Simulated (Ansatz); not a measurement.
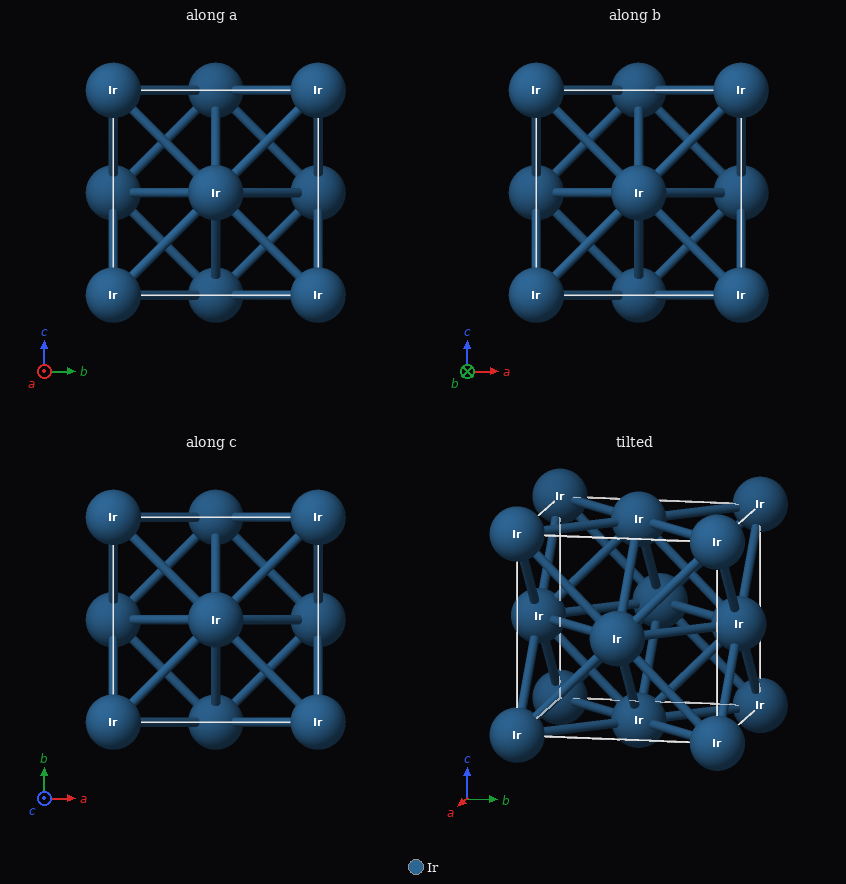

Structure drawing (ball-and-stick), viewed along the a axis, along the b axis, along the c axis and slightly off an axis. Thin lines show the conventional unit cell, with boundary atoms drawn in all their periodic places.

Lattice parameters: a = 3.6922 Å, b = 3.6922 Å, c = 3.6922 Å, α = 90.000°, β = 90.000°, γ = 90.000°.

Q: Write down what is shown as a CIF in P1 with every atom of the cell.

A:
```cif
data_structure
_symmetry_space_group_name_H-M 'P 1'
_symmetry_Int_Tables_number 1
_cell_length_a 3.6922
_cell_length_b 3.6922
_cell_length_c 3.6922
_cell_angle_alpha 90.000
_cell_angle_beta 90.000
_cell_angle_gamma 90.000
_cell_volume 50.33
loop_
_atom_site_label
_atom_site_type_symbol
_atom_site_fract_x
_atom_site_fract_y
_atom_site_fract_z
_atom_site_occupancy
Ir1 Ir 0.0000 0.0000 0.0000 1
Ir2 Ir 0.0000 0.5000 0.5000 1
Ir3 Ir 0.5000 0.0000 0.5000 1
Ir4 Ir 0.5000 0.5000 0.0000 1
```

This is a generated cell, made by putting these elements into a known structure type (the compound may or may not exist in this form), not relaxed. It went into a calculation with Ansatz.

At this level of theory the cell isn't at rest (compressed, at 61 GPa), so its distances can differ from those at equilibrium, the more so the softer the solid.
